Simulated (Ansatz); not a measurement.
Geometry relaxation, with input and output: Mo (part 2 of 2)

The same run, continued: Mo (P-1, 1 atom in the cell); DFT r2SCAN, scalar-relativistic, plane waves, PAW, no spin polarisation (Ansatz 0.2.0); cutoff 500 eV, 12×12×14 k-mesh, Gaussian smearing of 0.15 eV. The structure derives from a Materials Project entry. It belongs to a series of runs on one base structure; here: cell sheared at random, sigma 0.01, atoms nudged by 0.01 A; relaxed back.

Geometry of the input (Å; fractional positions):
```
2.7335  -0.0205  0.0190
-1.3845  2.3666  -0.0174
0.0175  -0.0084  2.5738
Mo -0.0000  0.0000  0.5000
```

**Output, continued**
```
Crystal: 1 atoms, lattice volume = 15.641 Å³
preconditioner: auto → none  [metal: Δε(μ)=0.025 eV  Ē_g=8.768 eV  σ=0.150 eV  W_gap=0.10  n_scr=0 (ndim 8)  ℏωp=23.0 eV  f_vac=0.000  D(μ)=0.41/eV (n_scr^D=0)]
SCF 16 converged in 4 iterations: F = -4967.606540 eV  dr2 = 3.29e-9
relax step  16: F+E_penalty+E_count = -4967.60654025 eV  Δ(F+E_penalty+E_count) = -4.548e-5 eV  max|allowed force component| = 0.000e0 eV/Å  Δτ_max = 0.0000 Å  P = +0.004 GPa  Ω = 15.641 Å³  energy of the carried Pulay correction = -4.092e-5 eV  (4 SCF iters, dr2 threshold 1.00e-7 eV, accepted)
iter 1 solved again at ethr=1.62e-8 eV; its pass at ethr=3.10e-3 eV (dr2=2.27e-6 eV) is discarded
SCF iter   1: F=—  HF=-4967.606580 eV  |F-HF|=—  |Δ(HF+E_count)|=         —  Δρ=7.86e-5  dr2=4.23e-8  dr2_τ=2.54e-7  ethr=1.62e-8  ⟨swp⟩=3.3  Hψ=102224  notcnv=0
preconditioner: auto → none  [metal: Δε(μ)=0.027 eV  Ē_g=8.768 eV  σ=0.150 eV  W_gap=0.10  n_scr=0 (ndim 8)  ℏωp=23.0 eV  f_vac=0.000  D(μ)=0.41/eV (n_scr^D=0)]
SCF iter   2: F=—  HF=-4967.606582 eV  |F-HF|=—  |Δ(HF+E_count)|=   1.72e-6  Δρ=3.92e-5  dr2=1.02e-8  dr2_τ=5.64e-8  ethr=3.02e-10  ⟨swp⟩=2.4  Hψ=17600  notcnv=0
SCF iter   3: F=—  HF=-4967.606582 eV  |F-HF|=—  |Δ(HF+E_count)|=   5.78e-7  Δρ=2.27e-6  dr2=4.75e-10  dr2_τ=1.81e-10  ethr=7.28e-11  ⟨swp⟩=2.4  Hψ=16561  notcnv=0
SCF iter   4: F=-4967.606582 eV  HF=-4967.606582 eV  |F-HF|=4.46e-11  |Δ(HF+E_count)|=  5.36e-10  Δρ=7.90e-7  dr2=3.84e-11  dr2_τ=8.67e-12  ethr=1.00e-12  ⟨swp⟩=4.1  Hψ=52660  notcnv=0
SCF 17 converged in 4 iterations: F = -4967.606582 eV  dr2 = 3.84e-11
relax step  17: F+E_penalty+E_count = -4967.60658225 eV  Δ(F+E_penalty+E_count) = -4.199e-5 eV  max|allowed force component| = 0.000e0 eV/Å  Δτ_max = 0.0000 Å  P = +0.005 GPa  Ω = 15.641 Å³  stress off target by 2.54e-2 GPa  SCF on the basis re-selected at this cell (its energy is not comparable with the rows above)  (4 SCF iters)
```

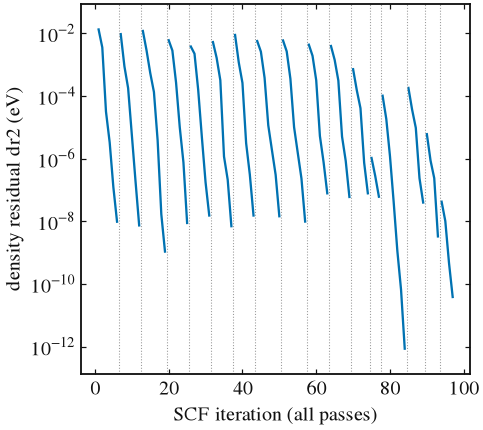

Figure 1. Convergence of the self-consistent field: density residual dr2 against the SCF iteration. The dotted lines part the SCF passes of the relaxation: geometry steps, rejected trials and re-solves on a re-selected basis. The 17 passes take 3 to 7 iterations each, 97 in all.

```
basis re-selected at this cell: Δ(F+E_penalty+E_count) = -4.199e-5 eV, ΔP = +0.001 GPa vs the last step (what re-selecting the basis moved, of the pressure what is left beyond the Pulay correction that the steps carried, after the strain that the cell walked since its last selection, with what the two solves' SCF thresholds leave and, on support functions, any second-order correction that the steps lacked; it is no measure of the basis error at this ecutwfc). This SCF's stress stands 2.54e-2 GPa from its target on what of the cell is left free (relax.cell.stress_tol is 1.00e-1 GPa) and its largest allowed force component is 0.00e0 eV/Å (relax.f_tol is 1.00e-2 eV/Å): within both
SCF converged after 4 iterations
Free energy (F): -4967.606582 eV
Harris-Foulkes:  -4967.606582 eV  (|F-HF|=4.46e-11)
Internal energy: -4967.601955 eV  (E = F + TS)
E sigma→0 (E₀):  -4967.604269 eV
Entropy (-TS):   -0.004627 eV (-4.627 meV/atom)
Fermi energy:    21.046099 eV
--- Per-component energies (eV) ---
  E_band       = -67.847375
  E_kinetic    = 439.855651
  E_local      = -781.526971  (includes V_loc(G=0)·N_el)
  E_nonlocal   = 142.135144
  E_hartree    = 257.733755
  E_xc         = -178.570056
  E_vxc        = -256.362897  (∫ρ·V_xc dr)
  E_paw        = -3217.134866  (= ΣΔE_a)
  E_vpaw       = -144.399564  (= ΣTr[D̂ρ^β])
  E_aug_tail   = 0.000003  (compensation charges beyond the density's cutoff)
  E_vtau       = 16.983679  (kinetic-family band-sum trace: ∫τ·v_τ [+ j·A + Jᵃ·Aᵃ] dr)
  E_ewald      = -1629.873411
  E_core_change = -0.221204  (= ΣΔE_core)
  E_smearing   = -0.004627  (= −TS)
  E_closure    = 0.000000  (closes the sum)
  Σ components = -4967.606582   (vs F -4967.606582, Δ=0.00e0)
--- Forces (eV/Å), atoms counted from 1 ---
  atom   1  Mo     0.00000000     0.00000000     0.00000000
  max |Σ_I F_I| component: 0.00e0 eV/Å
--- Stress (GPa, compression-positive) ---
        0.008374      -0.000208       0.012246
       -0.000208      -0.009724       0.000025
        0.012246       0.000025       0.016543
  P = ⅓ Tr σ = 0.0051 GPa (0.051 kbar)
--- Band table (eV; the first three rows and the last of 1012) ---
  k-point 0: bands = ["-42.2178", "-14.6872", "-14.6756", "-14.6659", "13.3942", "19.5893", "19.5995", "19.6532", "22.9291", "22.9549", "36.3049"]
  k-point 1: bands = ["-42.2039", "-14.7649", "-14.7004", "-14.6665", "13.6291", "19.4576", "19.5721", "19.8711", "22.7408", "22.9580", "36.5461"]
  k-point 2: bands = ["-42.1649", "-14.9820", "-14.7668", "-14.6681", "14.2749", "19.1085", "19.4530", "20.5120", "22.4061", "22.9815", "36.8625"]
  k-point 1011: bands = ["-41.9274", "-16.1729", "-15.1495", "-14.6863", "15.4594", "17.4580", "22.6116", "22.9278", "23.6162", "25.9460", "33.2639"]
--- Relaxed structure (15 steps of the walk, 15 accepted, 2 SCFs on fresh bases) ---
  F+E_penalty+E_count = -4967.60658225 eV   max|allowed force component| = 0.000e0 eV/Å   (the final SCF, on the basis selected at the relaxed cell)
  cell:  # Å, volume = 15.6412 Å³
    - [3.012940913853513, 0.003966828074047028, 0.9107324195856374]
    - [-1.508538785299611, 2.223013958750664, -0.45819942953024984]
    - [0.8588452541130868, 0.00410257974431439, 2.5927878720502395]
  atoms:
    - { symbol: Mo, position: [2.7755575615628914e-17, -1.0842021724855044e-19, 0.49999999999999994] }
```

**Trajectory as extended XYZ (Å, eV, eV/Å), 17 frames, from step=1 to step=17**
```
1
Lattice="2.7335 -0.0205 0.0190 -1.3845 2.3666 -0.0174 0.0175 -0.0084 2.5738" Properties=species:S:1:pos:R:3:forces:R:3 step=1 energy=-4966.65921 pressure_GPa=0.35
Mo    0.0088   -0.0042    1.2869    0.0000   0.0000   0.0000
1
Lattice="2.7740 -0.0351 0.0661 -1.4174 2.4059 -0.0605 0.0624 -0.0298 2.5231" Properties=species:S:1:pos:R:3:forces:R:3 step=2 energy=-4966.68567 pressure_GPa=-2.02
Mo    0.0312   -0.0149    1.2615    0.0000   0.0000   0.0000
1
Lattice="2.8176 -0.0587 0.1619 -1.4595 2.4518 -0.1481 0.1530 -0.0730 2.4535" Properties=species:S:1:pos:R:3:forces:R:3 step=3 energy=-4966.73689 pressure_GPa=-1.77
Mo    0.0765   -0.0365    1.2267    0.0000   0.0000   0.0000
1
Lattice="2.8437 -0.0760 0.2638 -1.4875 2.4827 -0.2416 0.2492 -0.1192 2.3993" Properties=species:S:1:pos:R:3:forces:R:3 step=4 energy=-4966.81640 pressure_GPa=0.53
Mo    0.1246   -0.0596    1.1997    0.0000   0.0000   0.0000
1
Lattice="2.8546 -0.0828 0.3676 -1.4987 2.5012 -0.3372 0.3471 -0.1663 2.3586" Properties=species:S:1:pos:R:3:forces:R:3 step=5 energy=-4966.92745 pressure_GPa=3.87
Mo    0.1735   -0.0831    1.1793    0.0000   0.0000   0.0000
1
Lattice="2.8259 -0.0661 0.4722 -1.4699 2.4759 -0.4375 0.4448 -0.2178 2.3765" Properties=species:S:1:pos:R:3:forces:R:3 step=6 energy=-4967.09508 pressure_GPa=6.51
Mo    0.2224   -0.1089    1.1883    0.0000   0.0000   0.0000
1
Lattice="2.8243 -0.0498 0.5602 -1.4554 2.4353 -0.5122 0.5268 -0.2503 2.4510" Properties=species:S:1:pos:R:3:forces:R:3 step=7 energy=-4967.20894 pressure_GPa=2.93
Mo    0.2634   -0.1251    1.2255    0.0000   0.0000   0.0000
1
Lattice="2.8622 -0.0465 0.6505 -1.4726 2.3911 -0.5097 0.6122 -0.1973 2.4853" Properties=species:S:1:pos:R:3:forces:R:3 step=8 energy=-4967.29132 pressure_GPa=1.62
Mo    0.3061   -0.0987    1.2427    0.0000   0.0000   0.0000
1
Lattice="2.9048 -0.0498 0.7334 -1.4980 2.3455 -0.4922 0.6908 -0.1321 2.5184" Properties=species:S:1:pos:R:3:forces:R:3 step=9 energy=-4967.42456 pressure_GPa=0.11
Mo    0.3454   -0.0661    1.2592    0.0000   0.0000   0.0000
1
Lattice="2.9523 -0.0486 0.8220 -1.5221 2.2994 -0.4801 0.7750 -0.0696 2.5352" Properties=species:S:1:pos:R:3:forces:R:3 step=10 energy=-4967.54104 pressure_GPa=1.23
Mo    0.3875   -0.0348    1.2676    0.0000   0.0000   0.0000
1
Lattice="2.9929 -0.0314 0.8883 -1.5289 2.2388 -0.4370 0.8380 0.0146 2.5656" Properties=species:S:1:pos:R:3:forces:R:3 step=11 energy=-4967.57830 pressure_GPa=2.76
Mo    0.4190    0.0073    1.2828    0.0000   0.0000   0.0000
1
Lattice="2.9948 0.0025 0.8847 -1.5005 2.2280 -0.4454 0.8344 0.0036 2.5727" Properties=species:S:1:pos:R:3:forces:R:3 step=12 energy=-4967.58660 pressure_GPa=0.46
Mo    0.4172    0.0018    1.2864    0.0000   0.0000   0.0000
1
Lattice="2.9959 0.0029 0.8847 -1.5007 2.2295 -0.4456 0.8343 0.0033 2.5738" Properties=species:S:1:pos:R:3:forces:R:3 step=13 energy=-4967.58662 pressure_GPa=-0.01
Mo    0.4172    0.0017    1.2869    0.0000   0.0000   0.0000
1
Lattice="2.9959 0.0029 0.8847 -1.5007 2.2295 -0.4456 0.8343 0.0033 2.5738" Properties=species:S:1:pos:R:3:forces:R:3 step=14 energy=-4967.60419 pressure_GPa=1.50
Mo    0.4172    0.0017    1.2869    0.0000   0.0000   0.0000
1
Lattice="3.0111 0.0038 0.9078 -1.5077 2.2252 -0.4568 0.8561 0.0040 2.5892" Properties=species:S:1:pos:R:3:forces:R:3 step=15 energy=-4967.60649 pressure_GPa=0.14
Mo    0.4280    0.0020    1.2946    0.0000   0.0000   0.0000
1
Lattice="3.0129 0.0040 0.9107 -1.5085 2.2230 -0.4582 0.8588 0.0041 2.5928" Properties=species:S:1:pos:R:3:forces:R:3 step=16 energy=-4967.60654 pressure_GPa=0.00
Mo    0.4294    0.0021    1.2964    0.0000   0.0000   0.0000
1
Lattice="3.0129 0.0040 0.9107 -1.5085 2.2230 -0.4582 0.8588 0.0041 2.5928" Properties=species:S:1:pos:R:3:forces:R:3 step=17 energy=-4967.60658 pressure_GPa=0.01
Mo    0.4294    0.0021    1.2964    0.0000   0.0000   0.0000
```

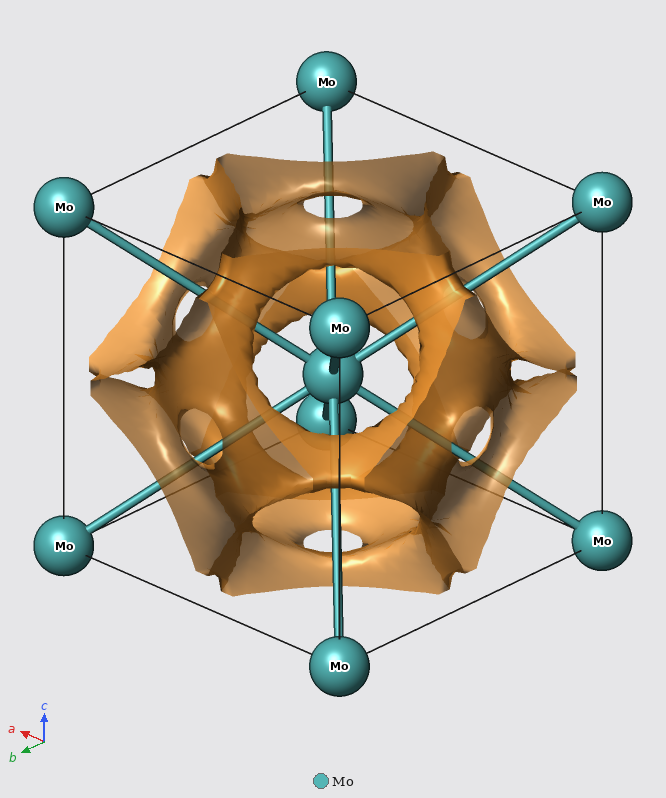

Figure 2. Isosurface of the electron localisation function at 0.4 (orange), seen at an oblique angle. Core shells and regions of very low density are left out. Sticks mark near contacts. The outline is the cell set on symmetry axes. The ELF exceeds this value in one network that runs through the whole crystal, counted in one cell of 2 atoms. Along the contacts the grid gives the following. Mo–Mo (2.73 Å): the ELF is about 0.30 at the midpoint (no localised pair between them). In a PAW calculation such maps are meaningful between the atoms, not at the nuclei.

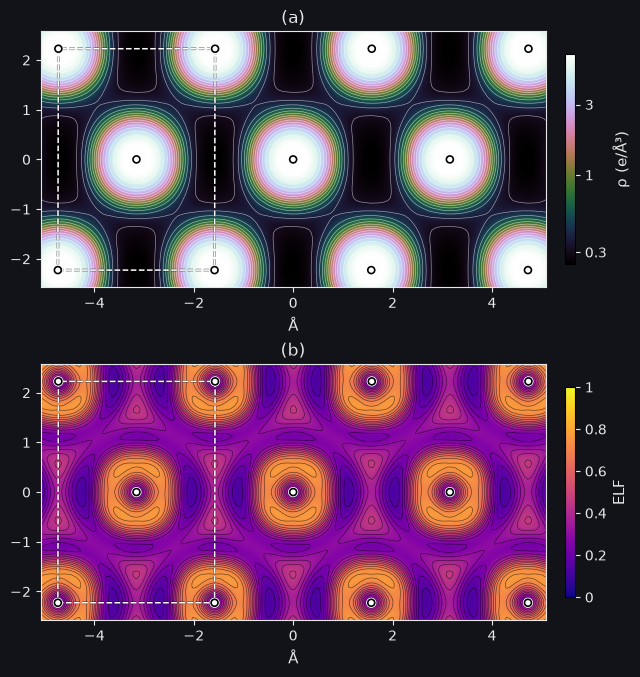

Figure 3. (a) valence electron density; (b) ELF on the (11̄0) plane of the conventional cell. Circles mark the nuclei in the plane (Mo). Mo–Mo (2.73 Å): ρ at the midpoint is about 0.37 e/Å³; the ELF is about 0.30 at the midpoint (no shared electron pair). Away from the nuclei the density in this plane falls to 0.25 e/Å³ at its lowest. The strong features right at Mo lie inside the PAW spheres (semicore, d or f shells) and say nothing about bonding.

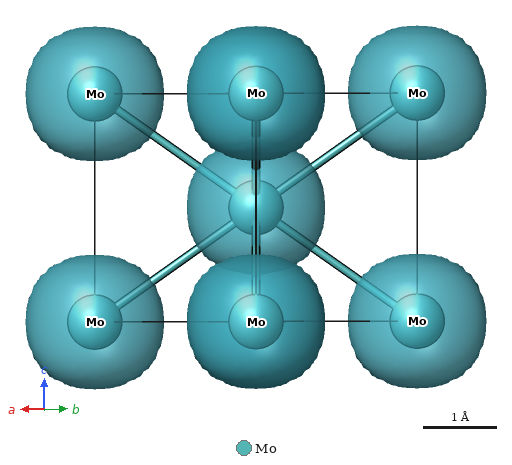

Figure 4. Isosurface of the valence charge density (pseudo) at 0.8 e/Å³ (cyan), seen along [110]. Sticks mark near contacts. The outline is the cell set on symmetry axes. At this value the density breaks into separate islands; it holds about 70 % of the electrons treated as valence (semicore included). It is pinched off along the Mo–Mo (2.73 Å) contacts. On the grid the lowest density along these lines, outside the cores, is 0.38 e/Å³ (Mo–Mo, 2.73 Å).

**Key numbers**

| quantity | value |
| --- | --- |
| outcome | converged |
| space group (tolerance 0.01 Å) | P-1 (2) → Fmmm (69) |
| electrons treated | 14 |
| free energy | −4967.6066 eV |
| Fermi energy | 21.046 eV |
| gap on the k-point mesh | none (metallic) |
| pressure | 0.01 GPa |
| final volume | 15.64 Å³ |
| largest force (length of the vector) at the end | under 0.001 eV/Å |
| final cell | a = 3.148 Å, b = 2.725 Å, c = 2.731 Å, α = 109.42°, β = 54.85°, γ = 125.27° |
| hardware | 1 thread of Intel Xeon (Sapphire Rapids), 192 GiB of memory available, shared host |
| wall time | 5.4 min |
| peak memory | 0.62 GiB |
